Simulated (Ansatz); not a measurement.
Consider Se.

```xyz
4
Lattice="3.8082 0.0000 0.0000 -1.9041 3.2980 0.0000 0.0000 0.0000 7.0202" Properties=species:S:1:pos:R:3 pbc="T T T"
Se    0.0000    0.0000    0.0000
Se    0.0000    0.0000    3.5101
Se    0.0000    2.1987    1.7551
Se    1.9041    1.0993    5.2652
```

Space group P6₃/mmc; set up as Se, dhcp; a generated structure, not necessarily the stable one; changed on purpose from its base cell (volume × 0.88); computed pressure about 9 GPa in this cell.

All numbers below come from DFT, BLYP, plane waves (420 eV) with PAW, scalar-relativistic in Ansatz 0.2.0.

What will maps of the valence pseudo-density and electron localisation function show?

Answer. Se–Se (2.81 Å): ρ is about 0.3 e/Å³ halfway; the ELF is about 0.45 at the midpoint.

Metal or insulator at this level of theory?

Answer. It is gapless in this calculation (a metal or semimetal).

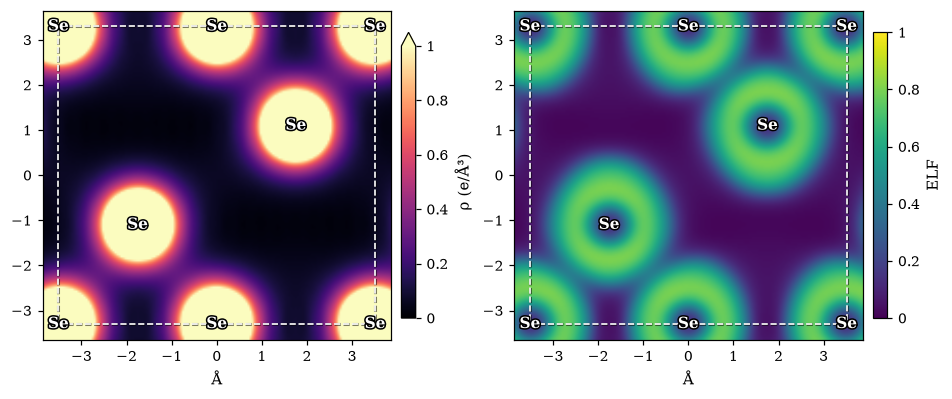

Computed valence pseudo-density and electron localisation function on the (110) plane of the conventional cell, in this order. 

Core electrons are frozen (PAW), and the valence fields are smoothed inside the atomic spheres.
